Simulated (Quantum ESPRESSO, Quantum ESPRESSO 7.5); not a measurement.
**1T-ZrS2, 1 layer: a series in biaxial strain**

Wanted: a table for 1T-ZrS2, 1 layer against biaxial strain, and what can be fitted to it.

Calculated with Quantum ESPRESSO 7.5; plane-wave DFT, PBE, GBRV ultrasoft pseudopotentials.

**1. The structure**

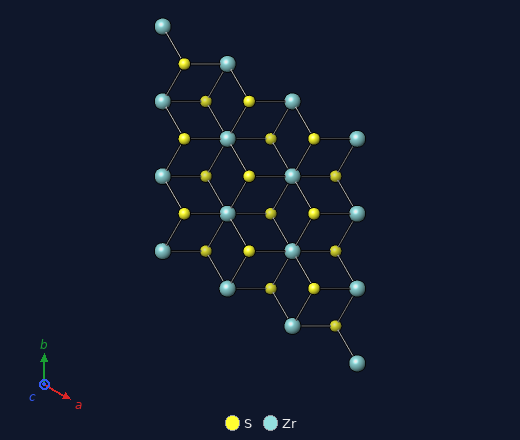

Start, viewed from above; sulfur yellow, zirconium light teal. 3×3×1 cells are drawn. Some periodic images of atoms are drawn too.

The cell holds 3 atoms: 2 S and 1 Zr. Its edges and angles: a = 3.680 Å, b = 3.680 Å, c = 18.151 Å, α = 90.0°, β = 90.0°, γ = 120.0°. It derives from ZrS2. Vacuum lies along c.

Set-up: Cell and atoms are first relaxed; each strained cell is then held and the atoms relax in it. A periodic run with 15 Å of vacuum in the starting cell gives the vacuum levels, and bands follow along a path.

Members -2, -1, 0, 1 and 2 took the same steps and show in the table alone.

**2. Relaxing cell and ions of the reference**

What the set-up leaves free in this member is relaxed.

Contents of ref.relax.in:

```
&control
  prefix = 'ref.relax'
  outdir = './out'
  pseudo_dir = './pseudo'
  nstep = 80
  forc_conv_thr = 0.0004
  calculation = 'vc-relax'
  etot_conv_thr = 1e-06
/
&system
  ibrav = 0
  nat = 3
  ntyp = 2
  ecutwfc = 50
  ecutrho = 250
  occupations = 'smearing'
  smearing = 'fd'
  degauss = 0.004
/
&electrons
  conv_thr = 1e-09
  mixing_beta = 0.4
  electron_maxstep = 120
  mixing_mode = 'plain'
/
&ions
/
&cell
  cell_dofree = '2Dxy'
  press_conv_thr = 0.3
/
ATOMIC_SPECIES
  S   32.0600  s_pbe_v1.4.uspp.F.UPF
  Zr  91.2240  zr_pbe_v1.uspp.F.UPF
CELL_PARAMETERS angstrom
  3.68000000000000 0.00000000000000 0.00000000000000
  -1.84000000000000 3.18697348592673 0.00000000000000
  0.00000000000000 0.00000000000000 18.15080413016529
ATOMIC_POSITIONS crystal
  S   0.666666666700 0.333333333300 0.413204833583
  Zr  0.000000000000 0.000000000000 0.500000000000
  S   0.333333333300 0.666666666700 0.586795166417
K_POINTS automatic
  12 12 1 0 0 0
```

Command:

```sh
$ OMP_NUM_THREADS=1 mpirun -n 4 pw.x -nk 4 -in ref.relax.in > ref.relax.out
```

The log of the run:

```text
Program PWSCF v.7.5 starts
[citation notice left out]

     Parallel version (MPI & OpenMP), running on       4 processor cores
     Number of MPI processes:                 4
     Threads/MPI process:                     1

     MPI processes distributed on     1 nodes
[...]
Current dimensions of program PWSCF are:
     Max number of different atomic species (ntypx) = 10
     Max number of k-points (npk) =  40000
     Max angular momentum in pseudopotentials (lmaxx) =  4
     Message from routine setup:
     using ibrav=0 with symmetry is DISCOURAGED, use correct ibrav instead

     K-points division:     npool     =       4
     Subspace diagonalization in iterative solution of the eigenvalue problem:
     a serial algorithm will be used

     G-vector sticks info
     --------------------
     sticks:   dense  smooth     PW     G-vecs:    dense   smooth      PW
     Sum         847     673    199                96047    68759   11045

     Using Slab Decomposition

     bravais-lattice index     =            0
     lattice parameter (alat)  =       6.9542  a.u.
     unit-cell volume          =    1436.5434 (a.u.)^3
     number of atoms/cell      =            3
     number of atomic types    =            2
     number of electrons       =        24.00
     number of Kohn-Sham states=           16
     kinetic-energy cutoff     =      50.0000  Ry
     charge density cutoff     =     250.0000  Ry
     scf convergence threshold =      1.0E-09
     mixing beta               =       0.4000
     number of iterations used =            8  plain     mixing
     energy convergence thresh.=      1.0E-06
     force convergence thresh. =      4.0E-04
     press convergence thresh. =      3.0E-01
     Exchange-correlation= SLA  PW   PBE  PBE
                           (   1   4   3   4   0   0   0)
     nstep                     =           80

     celldm(1)=   6.954192  celldm(2)=   0.000000  celldm(3)=   0.000000
     celldm(4)=   0.000000  celldm(5)=   0.000000  celldm(6)=   0.000000

     crystal axes: (cart. coord. in units of alat)
               a(1) = (   1.000000   0.000000   0.000000 )
               a(2) = (  -0.500000   0.866025   0.000000 )
               a(3) = (   0.000000   0.000000   4.932284 )

     reciprocal axes: (cart. coord. in units 2 pi/alat)
               b(1) = (  1.000000  0.577350 -0.000000 )
               b(2) = (  0.000000  1.154701  0.000000 )
               b(3) = (  0.000000 -0.000000  0.202746 )

     PseudoPot. # 1 for S  read from file:
     ./pseudo/s_pbe_v1.4.uspp.F.UPF
     Pseudo is Ultrasoft + core correction, Zval =  6.0
     Generated by new atomic code, or converted to UPF format
     Using radial grid of  907 points,  6 beta functions with:
                l(1) =   0
                l(2) =   0
                l(3) =   1
                l(4) =   1
                l(5) =   2
                l(6) =   2
     Q(r) pseudized with  8 coefficients,  rinner =    1.300   1.300   1.300
                                                       1.300   1.300

     PseudoPot. # 2 for Zr read from file:
     ./pseudo/zr_pbe_v1.uspp.F.UPF
     Pseudo is Ultrasoft + core correction, Zval = 12.0
     Generated by new atomic code, or converted to UPF format
     Using radial grid of  887 points,  6 beta functions with:
                l(1) =   0
                l(2) =   0
                l(3) =   1
                l(4) =   1
                l(5) =   2
                l(6) =   2
     Q(r) pseudized with  6 coefficients,  rinner =    1.200   1.200   1.200
                                                       1.200   1.200

     atomic species   valence    mass     pseudopotential
     S                 6.00    32.06000     S ( 1.00)
     Zr               12.00    91.22400     Zr( 1.00)

     12 Sym. Ops., with inversion, found

   Cartesian axes

     site n.     atom                  positions (alat units)
         1        S      tau(   1) = (   0.5000000   0.2886751   2.0380435  )
         2        Zr     tau(   2) = (   0.0000000   0.0000000   2.4661419  )
         3        S      tau(   3) = (  -0.0000000   0.5773503   2.8942403  )

     number of k points=    19  Fermi-Dirac smearing, width (Ry)=  0.0040
                       cart. coord. in units 2pi/alat
        k(    1) = (   0.0000000   0.0000000   0.0000000), wk =   0.0138889
        k(    2) = (   0.0000000   0.0962250   0.0000000), wk =   0.0833333
        k(    3) = (   0.0000000   0.1924501   0.0000000), wk =   0.0833333
        k(    4) = (   0.0000000   0.2886751   0.0000000), wk =   0.0833333
        k(    5) = (   0.0000000   0.3849002   0.0000000), wk =   0.0833333
        k(    6) = (   0.0000000   0.4811252   0.0000000), wk =   0.0833333
        k(    7) = (   0.0000000  -0.5773503   0.0000000), wk =   0.0416667
        k(    8) = (   0.0833333   0.1443376   0.0000000), wk =   0.0833333
        k(    9) = (   0.0833333   0.2405626   0.0000000), wk =   0.1666667
        k(   10) = (   0.0833333   0.3367877   0.0000000), wk =   0.1666667
[...]
k(   19) = (   0.3333333   0.5773503   0.0000000), wk =   0.0277778

     Dense  grid:    96047 G-vectors     FFT dimensions: (  36,  36, 180)

     Smooth grid:    68759 G-vectors     FFT dimensions: (  32,  32, 160)

     Estimated max dynamical RAM per process >     157.58 MB

     Estimated total dynamical RAM >     559.97 MB

     Check: negative core charge=   -0.000001

     Initial potential from superposition of free atoms

     starting charge      23.9978, renormalised to      24.0000

     negative rho (up, down):  6.003E-02 0.000E+00
     Starting wfcs are   21 randomized atomic wfcs

     total cpu time spent up to now is        3.0 secs

     per-process dynamical memory:    77.0 Mb

     Self-consistent Calculation

     iteration #  1     ecut=    50.00 Ry     beta= 0.40
     Davidson diagonalization with overlap
     ethr =  1.00E-02,  avg # of iterations =  2.4

     Threshold (ethr) on eigenvalues was too large:
     Diagonalizing with lowered threshold

     Davidson diagonalization with overlap
     ethr =  9.91E-04,  avg # of iterations =  1.5

     negative rho (up, down):  6.107E-02 0.000E+00

     total cpu time spent up to now is        5.0 secs

     total energy              =    -147.62741339 Ry
     estimated scf accuracy    <       0.23336409 Ry

     iteration #  2     ecut=    50.00 Ry     beta= 0.40
[...]
negative rho (up, down):  6.151E-02 0.000E+00

[...]
total energy              =    -147.65986734 Ry
[...]
k = 0.0000 0.0000 0.0000 (  8615 PWs)   bands (ev):

   -51.0746 -29.1287 -28.9815 -28.9815 -14.5223 -13.3775  -5.8254  -4.7770
    -4.7770  -2.9619  -2.1778  -2.1778  -0.4820  -0.4820   0.4632   3.0599

          k = 0.0000 0.0961 0.0000 (  8571 PWs)   bands (ev):

   -51.0734 -29.1250 -28.9986 -28.9852 -14.4529 -13.3886  -5.7391  -4.9177
    -4.7343  -2.8046  -2.6305  -2.3752  -0.4106  -0.2401   0.5598   2.6985

          k = 0.0000 0.1922 0.0000 (  8557 PWs)   bands (ev):

   -51.0702 -29.1152 -29.0447 -28.9951 -14.2602 -13.4174  -5.5090  -5.1581
    -4.6288  -3.5369  -2.7344  -2.5616  -0.4587   0.2346   0.8059   2.3152

          k = 0.0000 0.2883 0.0000 (  8570 PWs)   bands (ev):

   -51.0658 -29.1102 -29.0983 -29.0087 -13.9943 -13.4451  -5.4451  -5.1118
    -4.5253  -4.3698  -3.0126  -2.5889  -0.6332   0.6656   1.0688   2.3981

          k = 0.0000 0.3845 0.0000 (  8574 PWs)   bands (ev):

   -51.0613 -29.1691 -29.0871 -29.0222 -13.7682 -13.4114  -5.7325  -5.0961
    -4.4930  -4.4762  -3.1245  -2.9093  -0.8066   0.9584   1.2780   2.9841

          k = 0.0000 0.4806 0.0000 (  8598 PWs)   bands (ev):

   -51.0581 -29.2134 -29.0771 -29.0321 -13.7002 -13.2704  -6.1607  -4.9971
    -4.5202  -4.2937  -3.2215  -3.1192  -0.9270   1.1308   1.4216   3.3330

[...]
the Fermi energy is    -1.6033 ev

!    total energy              =    -147.69375310 Ry
     estimated scf accuracy    <          1.7E-12 Ry
     smearing contrib. (-TS)   =      -0.00000008 Ry
     internal energy E=F+TS    =    -147.69375302 Ry

     The total energy is F=E-TS. E is the sum of the following terms:
     one-electron contribution =    -621.67297773 Ry
     hartree contribution      =     311.05474126 Ry
     xc contribution           =     -34.65450076 Ry
     ewald contribution        =     197.57898421 Ry

     convergence has been achieved in   7 iterations

     negative rho (up, down):  6.281E-02 0.000E+00

     Forces acting on atoms (cartesian axes, Ry/au):

     atom    1 type  1   force =    -0.00000000    0.00000000   -0.00009899
     atom    2 type  2   force =    -0.00000000   -0.00000000    0.00000000
     atom    3 type  1   force =     0.00000000   -0.00000000    0.00009899

     Total force =     0.000140     Total SCF correction =     0.000003

     Computing stress (Cartesian axis) and pressure

     negative rho (up, down):  6.281E-02 0.000E+00
          total   stress  (Ry/bohr**3)                   (kbar)     P=        0.03
   0.00000011   0.00000000   0.00000000            0.02        0.00        0.00
   0.00000000   0.00000011   0.00000000            0.00        0.02        0.00
  -0.00000000  -0.00000000   0.00000030           -0.00       -0.00        0.04

     Energy error            =      2.9E-07 Ry
     Gradient error          =      9.9E-05 Ry/Bohr
     Cell gradient error     =      1.6E-02 kbar

     bfgs converged in  11 scf cycles and  10 bfgs steps
     (criteria: energy <  1.0E-06 Ry, force <  4.0E-04 Ry/Bohr, cell <  3.0E-01 kbar)

     End of BFGS Geometry Optimization

     Final enthalpy           =    -147.6937531005 Ry

     File ./out/ref.relax.bfgs deleted, as requested
Begin final coordinates
     new unit-cell volume =   1439.84635 a.u.^3 (   213.36322 Ang^3 )
     density =      1.20899 g/cm^3

CELL_PARAMETERS (angstrom)
   3.684228204  -0.000000000   0.000000000
  -1.842114102   3.190635218   0.000000000
   0.000000000   0.000000000  18.150804130

ATOMIC_POSITIONS (crystal)
S                0.6666666667        0.3333333333        0.4202466070
Zr              -0.0000000000       -0.0000000000        0.5000000000
S                0.3333333333        0.6666666667        0.5797533930
End final coordinates

[...]
Final scf calculation at the relaxed structure.
     The G-vectors are recalculated for the final unit cell
     Results may differ from those at the preceding step.

     G-vector sticks info
     --------------------
     sticks:   dense  smooth     PW     G-vecs:    dense   smooth      PW
     Sum         847     673    199                96251    68975   11069

     Using Slab Decomposition

     bravais-lattice index     =            0
     lattice parameter (alat)  =       6.9542  a.u.
     unit-cell volume          =    1439.8463 (a.u.)^3
     number of atoms/cell      =            3
     number of atomic types    =            2
     number of electrons       =        24.00
     number of Kohn-Sham states=           16
     kinetic-energy cutoff     =      50.0000  Ry
     charge density cutoff     =     250.0000  Ry
     scf convergence threshold =      1.0E-11
     mixing beta               =       0.4000
     number of iterations used =            8  plain     mixing
     press convergence thresh. =      3.0E-01
     Exchange-correlation= SLA  PW   PBE  PBE
                           (   1   4   3   4   0   0   0)

     celldm(1)=   6.954192  celldm(2)=   0.000000  celldm(3)=   0.000000
     celldm(4)=   0.000000  celldm(5)=   0.000000  celldm(6)=   0.000000

     crystal axes: (cart. coord. in units of alat)
               a(1) = (   1.001149  -0.000000   0.000000 )
               a(2) = (  -0.500574   0.867020   0.000000 )
               a(3) = (   0.000000   0.000000   4.932284 )

     reciprocal axes: (cart. coord. in units 2 pi/alat)
               b(1) = (  0.998852  0.576688 -0.000000 )
               b(2) = (  0.000000  1.153375 -0.000000 )
               b(3) = ( -0.000000 -0.000000  0.202746 )

     PseudoPot. # 1 for S  read from file:
     ./pseudo/s_pbe_v1.4.uspp.F.UPF
     Pseudo is Ultrasoft + core correction, Zval =  6.0
     Generated by new atomic code, or converted to UPF format
     Using radial grid of  907 points,  6 beta functions with:
                l(1) =   0
                l(2) =   0
                l(3) =   1
                l(4) =   1
                l(5) =   2
                l(6) =   2
     Q(r) pseudized with  8 coefficients,  rinner =    1.300   1.300   1.300
                                                       1.300   1.300

     PseudoPot. # 2 for Zr read from file:
     ./pseudo/zr_pbe_v1.uspp.F.UPF
     Pseudo is Ultrasoft + core correction, Zval = 12.0
     Generated by new atomic code, or converted to UPF format
     Using radial grid of  887 points,  6 beta functions with:
                l(1) =   0
                l(2) =   0
                l(3) =   1
                l(4) =   1
                l(5) =   2
                l(6) =   2
     Q(r) pseudized with  6 coefficients,  rinner =    1.200   1.200   1.200
                                                       1.200   1.200

     atomic species   valence    mass     pseudopotential
     S                 6.00    32.06000     S ( 1.00)
     Zr               12.00    91.22400     Zr( 1.00)

     12 Sym. Ops., with inversion, found

   Cartesian axes

     site n.     atom                  positions (alat units)
         1        S      tau(   1) = (   0.5005745   0.2890068   2.0727755  )
         2        Zr     tau(   2) = (  -0.0000000  -0.0000000   2.4661419  )
         3        S      tau(   3) = (  -0.0000000   0.5780136   2.8595082  )

     number of k points=    19  Fermi-Dirac smearing, width (Ry)=  0.0040
                       cart. coord. in units 2pi/alat
        k(    1) = (   0.0000000   0.0000000   0.0000000), wk =   0.0138889
        k(    2) = (   0.0000000   0.0961146   0.0000000), wk =   0.0833333
        k(    3) = (   0.0000000   0.1922292   0.0000000), wk =   0.0833333
        k(    4) = (   0.0000000   0.2883438   0.0000000), wk =   0.0833333
        k(    5) = (   0.0000000   0.3844584   0.0000000), wk =   0.0833333
        k(    6) = (   0.0000000   0.4805731   0.0000000), wk =   0.0833333
        k(    7) = (  -0.0000000  -0.5766877   0.0000000), wk =   0.0416667
        k(    8) = (   0.0832377   0.1441719   0.0000000), wk =   0.0833333
        k(    9) = (   0.0832377   0.2402865   0.0000000), wk =   0.1666667
        k(   10) = (   0.0832377   0.3364011   0.0000000), wk =   0.1666667
[...]
k(   18) =
```

Run time: 2.8 min. Hardware: 4 MPI ranks of Intel Xeon Platinum 8488C (Sapphire Rapids), shared host; peak memory 0.73 GiB; 11 min of CPU time.

The steps of the relaxation:

```tsv
step	energy less that of the first step (eV)	largest force (eV/Å)	volume (Å³)
1	0.0000	1.2874	212.87
2	-0.0684	0.9972	211.85
3	-0.1218	0.6640	210.82
4	-0.1583	0.1419	209.54
5	-0.1601	0.0329	209.58
6	-0.1613	0.0050	209.98
7	-0.1625	0.0230	210.55
8	-0.1640	0.0294	211.42
9	-0.1653	0.0213	212.72
10	-0.1655	0.0071	213.35
11	-0.1655	0.0025	213.36
12	-0.1655	0.0025	213.36
```

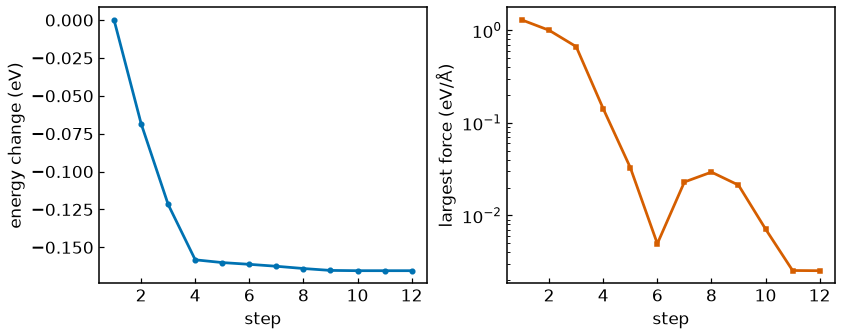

Energy and largest force along the relaxation.

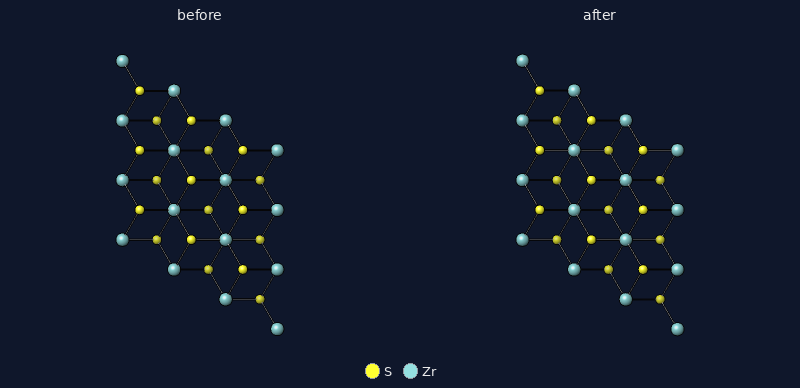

Before and after, at one scale.

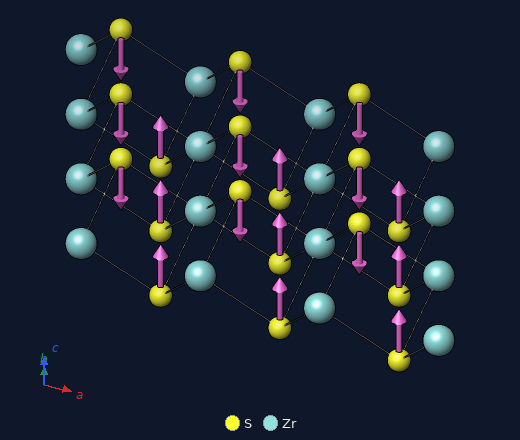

Displacements in the relaxation, exaggerated, measured against the changing cell; the longest in the cell stands for 0.13 Å. 3×3×1 cells are drawn. Some periodic images of atoms are drawn too.

```tsv
cell as run	before	after	change
a (Å)	3.680	3.684	+0.1 %
b (Å)	3.680	3.684	+0.1 %
```

The atoms that moved most (Å, along periodic axes as changes of fractional coordinates times the final cell, across vacuum about the mean position):

```tsv
atom	dx	dy	dz	length
S3	0.000	0.000	-0.128	0.128
S1	0.000	0.000	0.128	0.128
```

The relaxed structure:

```xyz
3
Lattice="3.6842 0.0000 0.0000 -1.8421 3.1906 0.0000 0.0000 0.0000 18.1508" Properties=species:S:1:pos:R:3
S     1.8421    1.0635    7.6278
Zr    0.0000    0.0000    9.0754
S     0.0000    2.1271   10.5230
```

 The last row is no step: it is a fresh SCF in the final cell with a new plane-wave basis, -0 meV from the row before.

Numbers from this step:

* free energy: -2009.4759 eV
* Fermi energy: -1.603 eV

[end of part 1 of 7]

[Logs are printed without paths, hosts, clocks, repeated set-up lines and the standing remarks that a program may print on its own settings, such as how far it seeks lower states.]

[Hosts, paths, dates, database ids (printed as entryN), source tags and the programs' standing remarks are cut or masked in the printed files.]

[Maps of the electrostatic potential energy from Ansatz leave out the sawtooth potential of an applied field or a dipole correction, so their vacuum need not be flat; planar profiles and work functions include it.]
